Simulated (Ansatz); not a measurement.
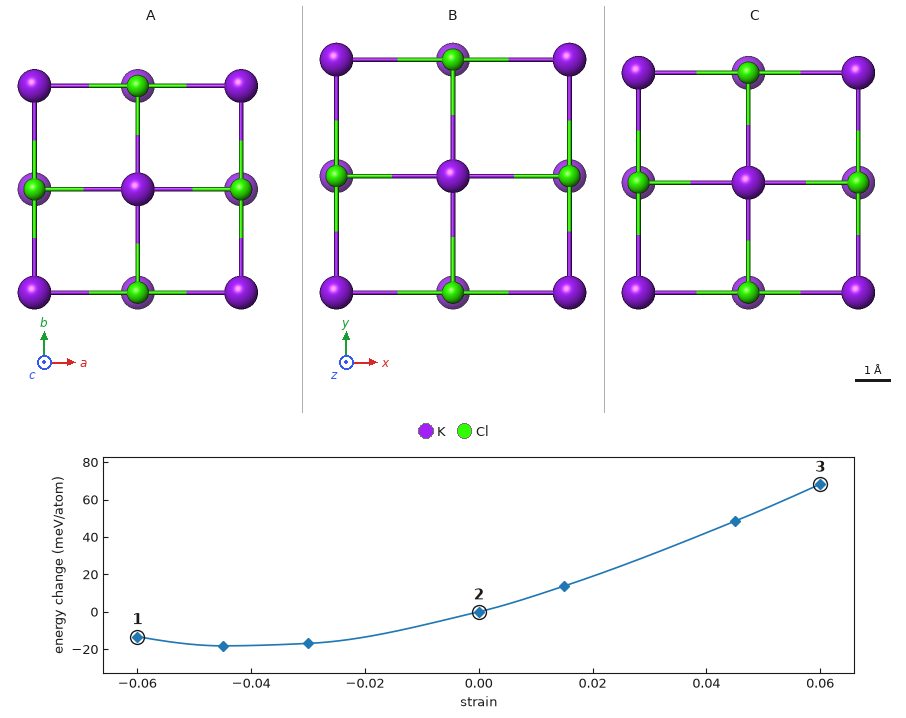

Energy scan for crystalline KCl (Fm-3m), in which the cell is strained equally along x and y, with the atoms kept at their fractional coordinates. x, y and z are the Cartesian axes of the input. The frames are shuffled; the numbered points of the plot belong to them. The picture is a ball-and-stick view of the conventional cell (4 times the calculation's cell), seen along the c axis. Lengths and directions refer to the drawn axes.

Method: DFT LDA, scalar-relativistic, plane waves, PAW in Ansatz 0.2.0. Set-up: plane-wave cutoff 420 eV; k-point mesh 6 × 6 × 6; occupations gaussian; smearing width 0.05 eV; no spin polarisation. Energies (free energies at the smearing named) are counted from the cell as listed in its source, which wasn't relaxed.

**Match the frames to the points.**

Point 1 is frame A (the strain −0.06, −13.2 meV/atom); 2 is frame C (the strain 0.00, 0.0 meV/atom); 3 is frame B (the strain 0.06, 68.2 meV/atom). The lowest computed point lies at the strain −0.045 (−18.2 meV/atom). At the ends of the scan the energy is −13.2 meV/atom (−0.06) and 68.2 meV/atom (0.06). The unrelaxed reference is under a pressure of −2.1 GPa, which tilts the curve. The distortion takes the space group from Fm-3m to I4/mmm. At the strain −0.06 the cell of the drawing goes a 6.312 → 5.933 Å, b 6.312 → 5.933 Å.
